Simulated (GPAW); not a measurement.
The K K edge of atom 1 in KF (Carobbiite, Fm-3m), with 6 F at 2.67 Å (octahedral, site symmetry m-3m), was computed in 2 ways: full core hole (charged cell) and no core hole. Program and functional: GPAW, PBE, Gaussian full width 0.9 eV up to 4 eV, rising linearly to 3.5 eV at 25 eV; cells of 2 and 12 atoms (the run without a hole in the smaller).

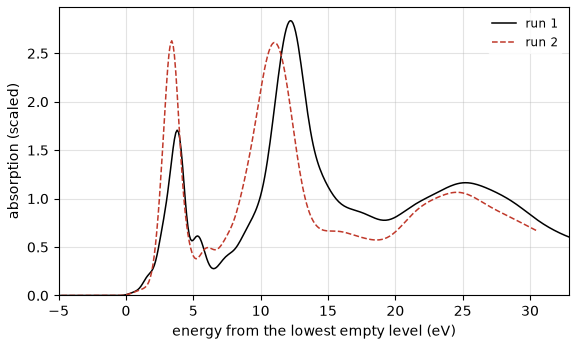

Each run is counted from its own lowest empty level or Fermi level and scaled to a mean of 1 over its first 20 eV.

Question: Which run is which?

Run 1: no core hole (area from −2 to 6 eV 3.7, main maxima 3.8 eV (1.71), 12.2 eV (2.84) and 25.2 eV (1.16)). Run 2: full core hole (charged cell) (area from −2 to 6 eV 4.8, main maxima 3.4 eV (2.63), 11.0 eV (2.61) and 24.6 eV (1.07)). With each curve scaled to its own mean, the area from −2 to 6 eV with the hole is 4.8 against 3.7, and the centre of weight from −1 to 20 eV moves by -1.4 eV: the hole pulls the absorber's empty states down.

[Hosts, paths, dates, database ids (printed as entryN), source tags and the programs' standing remarks are cut or masked in the printed files.]

[Lists of maxima count a maximum above −3 eV only where it reaches 4 % of the highest in the window and stands out from its surroundings by 2 % of it (1.5 % where it reaches 55 %); shoulders and weaker maxima are passed over, and of the rest the first, up to two pre-edge ones and the few strongest are named.]
